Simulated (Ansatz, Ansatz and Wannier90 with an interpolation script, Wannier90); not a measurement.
**G0W0 band structure of SiC (F-43m)**

G0W0 gives levels on a mesh alone; what do the bands of SiC (F-43m) look like between the points?

Calculated with Ansatz 0.2.0; LDA, Wannier functions and G0W0, plane waves, PAW.

**Experimental background.**

- Gap 2.39 eV: band gap at cryogenic temperature; bulk crystal (literature value) (quoted in “Silicon carbide diodes for neutron detection”, 2020, arxiv:2009.14696).

- Gap 2.4 eV: Tauc optical (indirect) gap of annealed polycrystalline 3C-SiC; UV-VIS spectroscopic ellipsometry, Tauc analysis; film (CVD ultrathin polycrystalline film, annealed, about 5 nm grains) (“On-Demand CMOS-Compatible Fabrication of Ultrathin Self-Aligned SiC Nanowire Arrays”, 2018, pmc:6267454).

## (1) Starting point

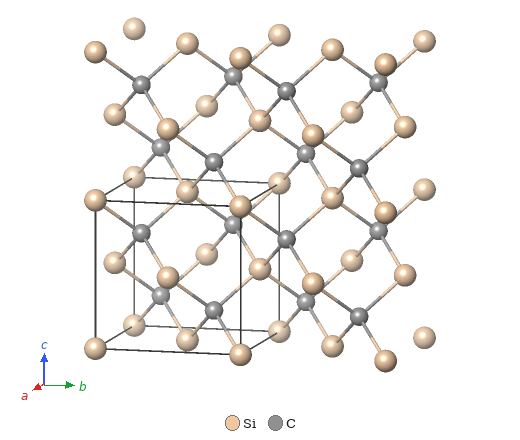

The cell as given, slightly off an axis (silicon light orange, carbon grey). 1×2×2 cells are drawn. This picture shows the conventional cell, with its axes. Bonds to atoms that aren't drawn are left out. Some periodic images of atoms are drawn too.

The cell and positions come from the Crystallography Open Database and are kept as given unless a step says otherwise. The default PAW set here is soft_2. Its files were made with PBE.

## (2) LDA bands

Levels along a band path, at the cheap level, show where the edges lie and whether the meshes to come will hold them.

This step: DFT, LDA, plane waves, PAW.

The input, input.yaml:

```yaml
crystal:
  lattice:
    - [0.0, 2.179, 2.179]
    - [2.179, 0.0, 2.179]
    - [2.179, 2.179, 0.0]
  atoms:
    - { symbol: Si, position: [0.0, 0.0, 0.0] }
    - { symbol: C, position: [0.75, 0.75, 0.75] }
kpoints:
  mp_grid: { grid: [10, 10, 10] }
  band_path:
    path:
      - [[0.0, 0.0, 0.0], [-0.5, -0.5, 0.0], [-0.375, -0.375, 0.25]]
      - [[-0.375, 0.0, 0.375], [0.0, 0.0, 0.0], [0.0, 0.0, 0.5], [-0.5, -0.25, 0.25], [-0.5, -0.5, 0.0]]
    npoints: 10
hamiltonian:
  xc: lda
scf:
  occupations: { method: fermi_dirac, width: 0.02 }
  n_extra_bands: 30
output:
  eigenvalues: true
  fatbands: true
  write_density: true
  write_potential: true
  elf: true
  volumetric_format: npy
```

Launch:

```
$ ansatz run input.yaml --threads 12 --pin off --max-ram 22118MiB --backend cpu --events-out ev --progress --plain --runs-dir out
```

Numbers of over 12 decimals in the logs are rounded to 6 here.

The log of the run:

```text
scf.n_extra_bands = 30 over 4 filled bands (N_el = 8.0): the run solves 34 bands
Engine: ansatz 0.2.0, aarch64-unknown-linux-gnu
Pseudopotentials: kind: paw
Pseudopotential: Si, paw, valence charge 4, recommended cutoff 420 eV (normal), Si.paw.azcp
Pseudopotential: C, paw, valence charge 4, recommended cutoff 420 eV (normal), C.paw.azcp
Functional definition: SPW92
  exchange = slater_x
  correlation = pw_c
Crystal: 2 atoms, lattice volume = 20.692 Å³
Basis set: ecut = 420 eV, 411 PW (Γ)
Bands: 34, of which v1, the nominal top of the filled ones, is band 4 counted from 1 (3 counted from 0)
Symmetry: 24 space group operations
Space group: F-43m (ITA 216), of the structure as read, at distance tolerance 2.7e-5 Å
k-points: 47 of 1000 (time reversal used)
Non-local potential: Si, projectors of the file, l = 0: 2, l = 1: 2, l = 2: 2
Non-local potential: C, projectors of the file, l = 0: 2, l = 1: 2, l = 2: 1
PAW form: soft (Blöchl's): semilocal exchange-correlation on the pseudo side does not see the compensation charge
PAW frozen core: Si, regenerated for the run's functional, and the local potential with it (the file was generated under x = pbe(κ = 0.804, μ = 0.219515), c = pbe(β = 0.066725))
PAW frozen core: C, regenerated for the run's functional, and the local potential with it (the file was generated under x = pbe(κ = 0.804, μ = 0.219515), c = pbe(β = 0.066725))
PAW one-centre angular grid: Si, 110 points (default); XC on 64 Gauss nodes
PAW one-centre angular grid: C, 110 points (default); XC on 64 Gauss nodes
Initial density: superposition of atomic densities (neutral atoms: chi_scale 0, normalization atom), corrected by the library's trained network
Initial wavefunctions: pseudopotential atomic-orbital guess
Functional: x = slater, c = lda
SCF iter   1: F=—  HF=-852.198591 eV  |F-HF|=—  |Δ(HF+E_count)|=         —  Δρ=7.56e-3  dr2=1.22e-2  ethr=1.77e-3  ⟨swp⟩=5.5  Hψ=7999  notcnv=0  defer=521
preconditioner: auto → none  [insulator: Δε(μ)=1.242 eV  Ē_g=40.784 eV  σ=0.020 eV  W_gap=1.00  n_scr=0 (ndim 8)  ℏωp=23.1 eV  f_vac=0.000  D(μ)=0.00/eV (n_scr^D=0)  ε∞_Penn≈1.3]
SCF iter   2: F=—  HF=-852.195502 eV  |F-HF|=—  |Δ(HF+E_count)|=   3.09e-3  Δρ=3.31e-3  dr2=2.18e-3  ethr=1.52e-4  ⟨swp⟩=1.0  Hψ=1974  notcnv=0  defer=989
SCF iter   3: F=—  HF=-852.194827 eV  |F-HF|=—  |Δ(HF+E_count)|=   6.75e-4  Δρ=2.32e-4  dr2=7.66e-6  ethr=2.72e-5  ⟨swp⟩=2.8  Hψ=804  notcnv=0  defer=1106
SCF iter   4: F=—  HF=-852.194827 eV  |F-HF|=—  |Δ(HF+E_count)|=   7.89e-7  Δρ=2.95e-5  dr2=1.55e-7  ethr=9.57e-8  ⟨swp⟩=2.1  Hψ=620  notcnv=0  defer=1106
iter 5 did not close the SCF: its close was put off for the readings that it lacked (scf_convergence_deferred on its scf_iter line)
SCF iter   5: F=-852.194827 eV  HF=-852.194827 eV  |F-HF|=3.11e-10  |Δ(HF+E_count)|=   4.20e-8  Δρ=3.34e-6  dr2=1.25e-9  ethr=1.94e-9  ⟨swp⟩=1.8  Hψ=558  notcnv=0  defer=1106
SCF iter   6: F=-852.194827 eV  HF=-852.194827 eV  |F-HF|=1.25e-12  |Δ(HF+E_count)|=  1.17e-10  Δρ=1.48e-7  dr2=2.30e-12  ethr=1.56e-11  ⟨swp⟩=8.0  Hψ=10278  notcnv=0
SCF 1 converged in 6 iterations: F = -852.194827 eV  dr2 = 2.30e-12
[...]
NSCF: frozen V_eff on 62 k-points
SCF converged after 6 iterations
Free energy (F): -852.194827 eV
Harris-Foulkes:  -852.194827 eV  (|F-HF|=1.25e-12)
Internal energy: -852.194827 eV  (E = F + TS)
E sigma→0 (E₀):  -852.194827 eV
Fermi energy:    9.903308 eV
--- Per-component energies (eV) ---
  E_band       = 27.043678
  E_kinetic    = 135.699862
  E_local      = -106.257628  (includes V_loc(G=0)·N_el)
  E_nonlocal   = 53.909600
  E_hartree    = 31.770525
  E_xc         = -104.702942
  E_vxc        = -109.364299  (∫ρ·V_xc dr)
  E_paw        = -577.977640  (= ΣΔE_a)
  E_vpaw       = -10.484908  (= ΣTr[D̂ρ^β])
  E_aug_tail   = 0.000012  (compensation charges beyond the density's cutoff)
  E_ewald      = -284.783780
  E_core_change = 0.147163  (= ΣΔE_core)
  E_smearing   = -0.000000  (= −TS)
  E_closure    = 0.000000  (closes the sum)
  Σ components = -852.194827   (vs F -852.194827, Δ=0.00e0)
--- Band table (eV; the first three rows and the last of 47) ---
  k-point 0: bands = [-6.0747, 9.2440, 9.2440, 9.2440, 15.5111, 16.4432, 16.4432, 16.4432, ... 26 higher]
  k-point 1: bands = [-5.8787, 8.2459, 9.1096, 9.1096, 15.7288, 16.6851, 16.6851, 16.7355, ... 26 higher]
  k-point 2: bands = [-5.2987, 6.1356, 8.8015, 8.8015, 15.3977, 17.0450, 17.0450, 17.9332, ... 26 higher]
  k-point 46: bands = [-0.7549, 2.0945, 4.4221, 4.6509, 13.8663, 17.1709, 19.1833, 20.2908, ... 26 higher]
```

Elapsed: 0.98 s, on 12 threads of Arm Neoverse V2, shared host; peak memory 0.34 GiB.

This step gave:

* filled bands: 4
* gap: 1.317 eV
* valence top at: Γ
* conduction bottom at: X
* least direct gap: 4.510 eV

The gap is indirect, with the least direct gap 3.19 eV higher.

The electronic bands at the labelled points (eV, zero at the top of the highest nominally filled band; v1 is the highest filled band, c1 the lowest empty one):

```tsv
point	v4	v3	v2	v1	c1	c2	c3	c4
Γ	-15.32	0.00	0.00	0.00	6.27	7.20	7.20	7.20
X	-10.22	-7.82	-3.19	-3.19	1.32	4.19	13.82	13.82
U	-10.22	-7.28	-5.57	-2.60	3.04	7.65	11.70	12.30
jump to K	-10.22	-7.28	-5.57	-2.60	3.04	7.65	11.70	12.30
Γ	-15.32	0.00	0.00	0.00	6.27	7.20	7.20	7.20
L	-11.70	-8.55	-1.06	-1.06	5.38	7.14	7.14	9.91
W	-9.97	-7.04	-5.02	-4.71	5.14	9.33	9.36	9.62
X	-10.22	-7.82	-3.19	-3.19	1.32	4.19	13.82	13.82
```

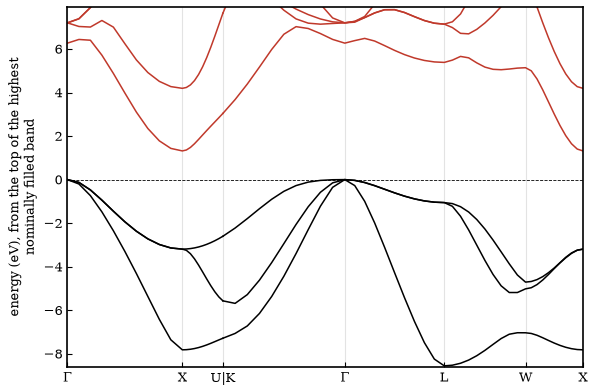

Electronic bands along the path; lines of filled and empty bands in two colours.

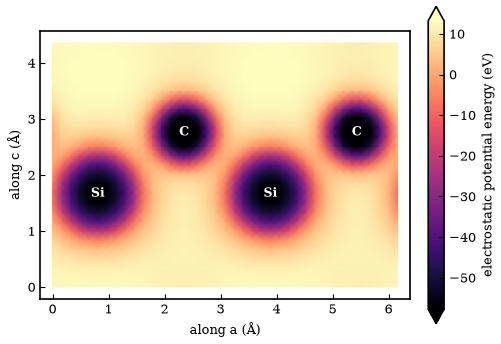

Electrostatic potential energy in the ac plane of a cell with a along [110], b along [-110] and c along [001] of the cube at fractional y = 0.000, with atoms of Si and C within 0.2 Å of it. With pseudopotentials it is smooth inside the atoms' cores, unlike the true potential. The map starts off the cell's origin, so that atoms lie inside it.

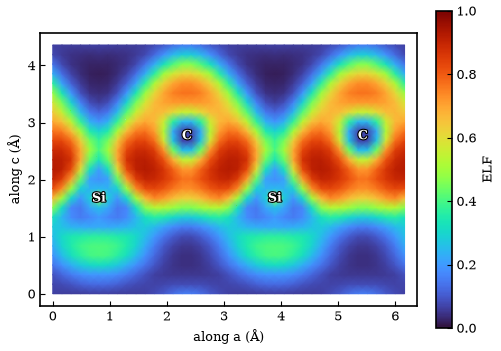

ELF in the ac plane of a cell with a along [110], b along [-110] and c along [001] of the cube at fractional y = 0.000, with atoms of Si and C within 0.2 Å of it. It is the smooth field of the valence electrons, not physical close to the nuclei. The map starts off the cell's origin, so that atoms lie inside it.

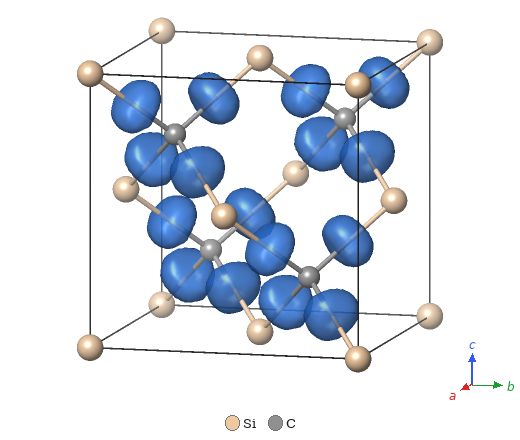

Surface of ELF = 0.84. Bonds to atoms that aren't drawn are left out.

## (3) Overlaps and projections on 10×10×10

This step: overlaps and projections of LDA states for Wannier90, plane waves, PAW.

input.yaml, the sections that differ from step 2:

```yaml
kpoints:
  mp_grid: { grid: [10, 10, 10] }
scf:
  occupations: { method: fixed }
  n_extra_bands: 30
output:
  wannier:
    kmesh: [10, 10, 10]
    projections:
      - { species: C, l: s, shell: 2 }
      - { species: C, l: p, shell: 2 }
      - { species: Si, l: p, shell: 3 }
    minimise: false
    seedname: w
    disentanglement: { window: [0.54, 34.02], frozen_window: [0.54, 13.36] }
# crystal, hamiltonian: as in step 2
```

The log of the run:

```text
[...]
Crystal: 2 atoms, lattice volume = 20.692 Å³
Basis set: ecut = 420 eV, 411 PW (Γ)
Bands: 34, of which v1, the nominal top of the filled ones, is band 4 counted from 1 (3 counted from 0)
Symmetry: 24 space group operations
[...]
k-points: 47 of 1000 (time reversal used)
[...]
Fermi energy:    9.244025 eV
[...]
--- Band table (eV; the first three rows and the last of 47) ---
  k-point 0: bands = [-6.0747, 9.2440, 9.2440, 9.2440, 15.5111, 16.4432, 16.4432, 16.4432, ... 26 higher]
  k-point 1: bands = [-5.8787, 8.2459, 9.1096, 9.1096, 15.7288, 16.6851, 16.6851, 16.7355, ... 26 higher]
  k-point 2: bands = [-5.2987, 6.1356, 8.8015, 8.8015, 15.3977, 17.0450, 17.0450, 17.9332, ... 26 higher]
  k-point 46: bands = [-0.7549, 2.0945, 4.4221, 4.6509, 13.8663, 17.1709, 19.1833, 20.2908, ... 26 higher]
[key lines of the parts left out:]
SCF converged after 6 iterations
Free energy (F): -852.194827 eV
```

It took 1.6 s on 12 threads; peak memory 0.56 GiB; 8.1 s of CPU time.

(Part 1 of 3 ends here.)

[Paths, hosts, dates, memory and timing lines, banners, echoed tables and standing remarks are left out of the program output.]

[Logs are printed without paths, hosts, clocks, repeated set-up lines and the standing remarks that a program may print on its own settings, such as how far it seeks lower states.]

[Runs of the session that timed out or met a known fault of the program may be left out.]

[Hosts, paths, dates, database ids (printed as entryN), source tags and the programs' standing remarks are cut or masked in the printed files.]
